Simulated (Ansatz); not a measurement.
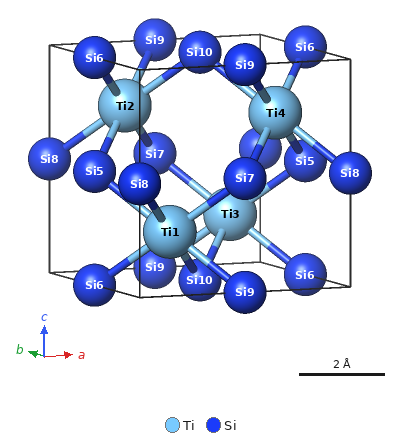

**Figure 1.** The structure as given in the input (ball-and-stick view of the cell of the calculation, seen slightly off an axis; atoms are numbered from 1 in the order of the input). An atom can appear more than once, as a periodic image. Near neighbours in the periodic cell (some may lie outside the picture): Ti has 6 Si at 2.34 Å; Si has 4 Ti at 2.34 Å.

**What a change does: single-point calculation on Ti₂Si₃**

System: Ti₂Si₃ (Pn-3m, 10 atoms in the cell).
Method of run A: DFT PBE, scalar-relativistic, plane waves, PAW, no spin polarisation (Ansatz 0.2.0).

The structure was made by a generator, so it may or may not be a known phase. Text and figures count atoms from 1; the logs count them from 0 in places.

Input file, run A:
```yaml
crystal:
  lattice:
    - [5.41177913, 0.0, 0.0]
    - [0.0, 5.41177913, 0.0]
    - [0.0, 0.0, 5.41177913]
  atoms:
    - { symbol: Ti, position: [0.25, 0.25, 0.25] }
    - { symbol: Ti, position: [0.25, 0.75, 0.75] }
    - { symbol: Ti, position: [0.75, 0.75, 0.25] }
    - { symbol: Ti, position: [0.75, 0.25, 0.75] }
    - { symbol: Si, position: [0.0, 0.5, 0.5] }
    - { symbol: Si, position: [0.0, 0.5, 0.0] }
    - { symbol: Si, position: [0.5, 0.0, 0.5] }
    - { symbol: Si, position: [0.0, 0.0, 0.5] }
    - { symbol: Si, position: [0.5, 0.0, 0.0] }
    - { symbol: Si, position: [0.5, 0.5, 0.0] }
basis:
  ecutwfc: 420
kpoints:
  mp_grid: { grid: [4, 4, 4] }
hamiltonian:
  xc: pbe
scf:
  occupations: { method: gaussian, width: 0.1 }
  lower_state_search: "off"
output:
  forces: true
  stress: true
  eigenvalues: true
```

Command:
```bash
ansatz run input.yaml --threads 1 --pin off --max-ram 2560MiB --backend cpu --events-out ev --progress --plain --runs-dir out
```

Hardware: 1 thread of Intel Xeon @ 2.50GHz (Skylake/Cascade Lake), 189 GiB of memory available, shared host.

Output, shortened to warnings, some set-up lines, iterations and results (run A):
```
Basis set: ecut = 420 eV, 3071 PW (Γ), exchange–correlation on 80×80×80 points (8 copies of the dense FFT grid, shifted against one another)
Symmetry: 48 space group operations
k-points: 10 of 64
Initial density: superposition of atomic densities (neutral atoms: chi_scale 0, normalization atom), corrected by the library's trained network
[...]
SCF iter   1: F=—  HF=-13807.309661 eV  |F-HF|=—  |Δ(HF+E_count)|=         —  Δρ=1.16e-2  dr2=2.59e-1  ethr=1.77e-3  ⟨swp⟩=6.0  Hψ=1939  notcnv=0
SCF iter   2: F=—  HF=-13807.277353 eV  |F-HF|=—  |Δ(HF+E_count)|=   3.23e-2  Δρ=5.09e-3  dr2=4.50e-2  ethr=3.59e-4  ⟨swp⟩=2.0  Hψ=659  notcnv=0  defer=27
SCF iter   3: F=—  HF=-13807.275271 eV  |F-HF|=—  |Δ(HF+E_count)|=   2.08e-3  Δρ=1.20e-3  dr2=1.36e-3  ethr=6.25e-5  ⟨swp⟩=2.0  Hψ=570  notcnv=0  defer=27
SCF iter   4: F=—  HF=-13807.276098 eV  |F-HF|=—  |Δ(HF+E_count)|=   8.26e-4  Δρ=2.23e-4  dr2=1.16e-4  ethr=1.89e-6  ⟨swp⟩=2.2  Hψ=610  notcnv=0  defer=27
SCF iter   5: F=—  HF=-13807.276143 eV  |F-HF|=—  |Δ(HF+E_count)|=   4.59e-5  Δρ=6.72e-5  dr2=1.35e-5  ethr=1.61e-7  ⟨swp⟩=2.0  Hψ=542  notcnv=0  defer=27
SCF iter   6: F=—  HF=-13807.275950 eV  |F-HF|=—  |Δ(HF+E_count)|=   1.93e-4  Δρ=1.71e-5  dr2=7.32e-7  ethr=1.88e-8  ⟨swp⟩=2.0  Hψ=536  notcnv=0  defer=27
SCF iter   7: F=-13807.275950 eV  HF=-13807.275950 eV  |F-HF|=4.27e-8  |Δ(HF+E_count)|=   1.77e-7  Δρ=5.52e-6  dr2=8.52e-8  ethr=1.39e-10  ⟨swp⟩=10.0  Hψ=1934  notcnv=0
SCF 1 converged in 7 iterations: F = -13807.275950 eV  dr2 = 8.52e-8
SCF converged after 7 iterations
Free energy (F): -13807.275950 eV
Harris-Foulkes:  -13807.275950 eV  (|F-HF|=4.27e-8)
Internal energy: -13807.236838 eV  (E = F + TS)
E sigma→0 (E₀):  -13807.256394 eV
Entropy (-TS):   -0.039112 eV (-3.911 meV/atom)
Fermi energy:    10.950757 eV
--- Per-component energies (eV) ---
  E_band       = -612.383081
  E_kinetic    = 1380.683112
  E_local      = -4529.666070  (includes V_loc(G=0)·N_el)
  E_nonlocal   = 204.066158
  E_hartree    = 1916.556909
  E_xc         = -737.776141
  E_vxc        = -790.289167  (∫ρ·V_xc dr)
  E_paw        = -7275.048259  (= ΣΔE_a)
  E_vpaw       = -710.279192  (= ΣTr[D̂ρ^β])
  E_aug_tail   = 0.000528  (compensation charges beyond the density's cutoff)
  E_ewald      = -4766.053076
  E_smearing   = -0.039112  (= −TS)
  E_closure    = 0.000000  (closes the sum)
  Σ components = -13807.275950   (vs F -13807.275950, Δ=0.00e0)
--- Forces (eV/Å), atoms counted from 1 ---
  atom   1  Ti     0.00000000    -0.00000000     0.00000000
  atom   2  Ti     0.00000000    -0.00000000     0.00000000
  atom   3  Ti     0.00000000    -0.00000000     0.00000000
  atom   4  Ti     0.00000000    -0.00000000    -0.00000000
  atom   5  Si     0.00000000    -0.00000000    -0.00000000
  atom   6  Si     0.00000000     0.00000000    -0.00000000
  atom   7  Si     0.00000000     0.00000000     0.00000000
  atom   8  Si     0.00000000     0.00000000    -0.00000000
  atom   9  Si     0.00000000    -0.00000000     0.00000000
  atom  10  Si     0.00000000     0.00000000    -0.00000000
  max |Σ_I F_I| component: 8.10e-18 eV/Å
--- Stress (GPa, compression-positive) ---
       29.259762       0.000000       0.000000
        0.000000      29.259762       0.000000
        0.000000       0.000000      29.259762
  P = ⅓ Tr σ = 29.2598 GPa (292.598 kbar)
```

The input of run B differs as follows (lines with − go, lines with + come):
```diff
-    - [5.41177913, 0.0, 0.0]
-    - [0.0, 5.41177913, 0.0]
-    - [0.0, 0.0, 5.41177913]
+    - [5.8660014817, 0.0, 0.0]
+    - [0.0, 5.8660014817, 0.0]
+    - [0.0, 0.0, 5.8660014817]
-    - { symbol: Ti, position: [0.25, 0.25, 0.25] }
-    - { symbol: Ti, position: [0.25, 0.75, 0.75] }
-    - { symbol: Ti, position: [0.75, 0.75, 0.25] }
-    - { symbol: Ti, position: [0.75, 0.25, 0.75] }
+    - { symbol: Ti, position: [0.25, 0.25, 0.25], spin: 1.0 }
+    - { symbol: Ti, position: [0.25, 0.75, 0.75], spin: 1.0 }
+    - { symbol: Ti, position: [0.75, 0.75, 0.25], spin: 1.0 }
+    - { symbol: Ti, position: [0.75, 0.25, 0.75], spin: 1.0 }
+  populations: true
+magnetization:
+  spin_polarized: true
```

Predict how the results change.

With the same functional and potentials, run B lies 330.2 meV per atom lower. The pressure goes from 29.26 to 0.02 GPa. The volume per atom goes from 15.85 to 20.18 Å³. With spin allowed, the absolute moment of the cell comes to 0.00 μB. The SCF takes 17 iterations against 7. The plane waves at Γ go from 3071 to 3911. On the same kind of shared host run B took about 5.6 times as long. The two runs start from different initial densities, which also moves the count.

Output, shortened to warnings, some set-up lines, iterations and results (run B):
```
WARN: the starting moments were not kept: the SCF closed with an absolute magnetisation of 3.5e-5 μB, where they sum to 4 μB in size (4 sites). That is at most 0.1 of that sum. Measured as dr2_m measures the in/out step, that magnetisation stands 7.5e-11 eV from none, at or under the dr2_threshold of 1.0e-7 eV: it is no larger than a step whose dr2_m would equal this threshold. The system may …
Basis set: ecut = 420 eV, 3911 PW (Γ), exchange–correlation on 80×80×80 points (8 copies of the dense FFT grid, shifted against one another)
Symmetry: 48 space group operations
k-points: 10 of 64
Initial density: superposition of atomic densities (chi_scale 0.1, normalization cell)
[...]
SCF iter   1: F=—  HF=-13810.913051 eV  |F-HF|=—  |Δ(HF+E_count)|=         —  Δρ=4.47e-2 (↑4.47e-2 ↓2.33e-2)  dr2=4.52e0  dr2_m=1.44e0  M=1.113 μB ∫|m|=1.493 μB  β_m=0.30  …
SCF iter   2: F=—  HF=-13810.535569 eV  |F-HF|=—  |Δ(HF+E_count)|=   3.77e-1  Δρ=2.42e-2 (↑2.42e-2 ↓2.23e-2)  dr2=1.40e0  dr2_m=6.80e-1  M=1.241 μB ∫|m|=1.521 μB  β_m=0.30  …
SCF iter   3: F=—  HF=-13810.503238 eV  |F-HF|=—  |Δ(HF+E_count)|=   3.23e-2  Δρ=1.76e-2 (↑1.57e-2 ↓1.76e-2)  dr2=6.48e-1  dr2_m=3.82e-1  M=1.167 μB ∫|m|=1.412 μB  β_m=0.30  …
SCF iter   4: F=—  HF=-13810.462966 eV  |F-HF|=—  |Δ(HF+E_count)|=   4.03e-2  Δρ=1.24e-2 (↑1.24e-2 ↓1.10e-2)  dr2=3.74e-2  dr2_m=2.42e-1  M=1.014 μB ∫|m|=1.251 μB  β_m=0.30  …
SCF iter   5: F=—  HF=-13810.496985 eV  |F-HF|=—  |Δ(HF+E_count)|=   3.40e-2  Δρ=9.22e-3 (↑9.22e-3 ↓9.19e-3)  dr2=2.01e-2  dr2_m=1.52e-1  M=0.904 μB ∫|m|=1.123 μB  β_m=0.30  …
[... 8 lines ...]
SCF iter  14: F=—  HF=-13810.577689 eV  |F-HF|=—  |Δ(HF+E_count)|=   3.40e-4  Δρ=2.21e-5 (↑2.21e-5 ↓1.51e-5)  dr2=1.10e-7  dr2_m=6.07e-7  M=0.002 μB ∫|m|=0.003 μB  β_m=0.95  …
SCF iter  15: F=-13810.577671 eV  HF=-13810.577671 eV  |F-HF|=5.04e-8  |Δ(HF+E_count)|=   1.83e-5  Δρ=5.10e-6 (↑5.10e-6 ↓4.91e-6)  dr2=4.70e-8  dr2_m=3.76e-8  M=0.000 μB …
SCF iter  16: F=-13810.577671 eV  HF=-13810.577671 eV  |F-HF|=2.01e-9  |Δ(HF+E_count)|=   1.32e-7  Δρ=1.44e-6 (↑1.44e-6 ↓9.97e-7)  dr2=1.45e-9  dr2_m=2.52e-9  M=-0.000 μB …
SCF iter  17: F=-13810.577671 eV  HF=-13810.577671 eV  |F-HF|=3.82e-11  |Δ(HF+E_count)|=   6.90e-9  Δρ=1.96e-7 (↑1.96e-7 ↓1.45e-7)  dr2=6.81e-11  dr2_m=3.61e-11  M=-0.000 μB …
SCF 1 converged in 17 iterations: F = -13810.577671 eV  dr2 = 6.81e-11
SCF converged after 17 iterations
Magnetization: -0.0000 μB (36.0000 up, 36.0000 down)
Absolute magnetization: 0.0000 μB (∫|ρ↑−ρ↓|, with the PAW one-centre terms)
Spin contamination: 0.0000 ħ² per cell (⟨S²⟩ above its minimum at these occupations)
Per-site moments (μB) at R_I (Å): [(-4.814260179154685e-6, 1.0477719247440551), (-4.814260179100557e-6, 1.0477719247440551), (-4.814260179032335e-6, 1.0477719247440551), (-4.814260179150079e-6, 1.0477719247440551), (6.132498008939835e-7, 1.0477719247440551), (6.132498009207747e-7, …
Free energy (F): -13810.577671 eV
Harris-Foulkes:  -13810.577671 eV  (|F-HF|=3.82e-11)
Internal energy: -13810.529272 eV  (E = F + TS)
E sigma→0 (E₀):  -13810.553472 eV
Entropy (-TS):   -0.048399 eV (-4.840 meV/atom)
Fermi energy:    7.919002 eV
--- Per-component energies (eV) ---
  E_band       = -829.025596
  E_kinetic    = 1327.027104
  E_local      = -5009.416525  (includes V_loc(G=0)·N_el)
  E_nonlocal   = 191.803264
  E_hartree    = 2062.594067
  E_xc         = -718.624943
  E_vxc        = -764.801649  (∫ρ·V_xc dr)
  E_paw        = -7266.909703  (= ΣΔE_a)
  E_vpaw       = -698.825869  (= ΣTr[D̂ρ^β])
  E_aug_tail   = 0.000541  (compensation charges beyond the density's cutoff)
  E_ewald      = -4397.003078
  E_smearing   = -0.048399  (= −TS)
  E_closure    = 0.000000  (closes the sum)
  Σ components = -13810.577671   (vs F -13810.577671, Δ=0.00e0)
--- Forces (eV/Å), atoms counted from 1 ---
  atom   1  Ti     0.00000000     0.00000000    -0.00000000
  atom   2  Ti     0.00000000    -0.00000000     0.00000000
  atom   3  Ti     0.00000000     0.00000000     0.00000000
  atom   4  Ti     0.00000000    -0.00000000    -0.00000000
  atom   5  Si     0.00000000     0.00000000    -0.00000000
  atom   6  Si    -0.00000000     0.00000000    -0.00000000
  atom   7  Si     0.00000000     0.00000000     0.00000000
  atom   8  Si     0.00000000     0.00000000     0.00000000
  atom   9  Si     0.00000000    -0.00000000     0.00000000
  atom  10  Si    -0.00000000    -0.00000000     0.00000000
  max |Σ_I F_I| component: 5.78e-19 eV/Å
--- Stress (GPa, compression-positive) ---
        0.024795       0.000000       0.000000
        0.000000       0.024795       0.000000
        0.000000       0.000000       0.024795
  P = ⅓ Tr σ = 0.0248 GPa (0.248 kbar)
--- Löwdin populations: 10 sites ---
  site symbol       q [e]    m [muB]
     0     Ti     11.3825    -0.0000
     1     Ti     11.3825    -0.0000
     2     Ti     11.3825    -0.0000
     3     Ti     11.3825    -0.0000
[...]
```

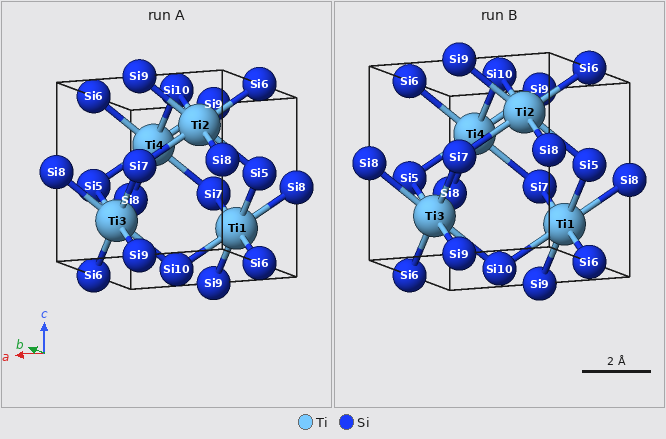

**Figure 2.** The two input geometries at one scale (ball-and-stick view of the cell of the calculation, seen at an oblique angle). No atom moves by more than 0.005 Å relative to the cell. The volume changes by +27.4 %, with a = b = c 5.412 → 5.866 Å (+8.4 %). Among the contacts that change: Ti1–Si10 2.343 → 2.540 Å.

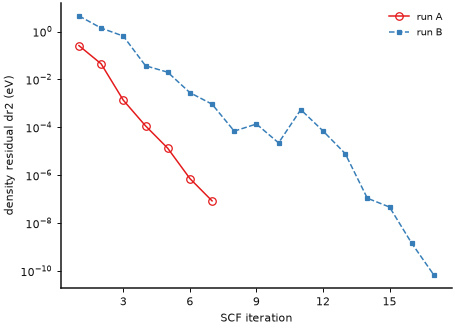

**Figure 3.** Convergence of the two runs: density residual dr2 against the SCF iteration. Run A takes 7 iterations in all, and run B takes 17.

The two runs side by side:

```tsv
quantity	run A	run B
outcome	converged	converged
free energy per atom (eV)	−1380.7276	−1381.0578
energy per atom, smearing taken to zero (eV)	−1380.7256	−1381.0553
gap on the mesh (eV)	0.00	0.00
pressure (GPa)	29.26	0.02
volume per atom (Å³)	15.85	20.18
largest force (eV/Å)	0.000	0.000
SCF iterations	7	17
irreducible k-points	10	10
plane waves at Γ	3071	3911
net moment of the cell (μB)	–	0.00
absolute moment of the cell (μB)	–	0.00
wall time (shared host)	10 s	57 s
```

For run A: The cell is under a pressure of 29 GPa at this level, so it is not at its equilibrium volume. For run B: Warnings: some starting moments were not kept.
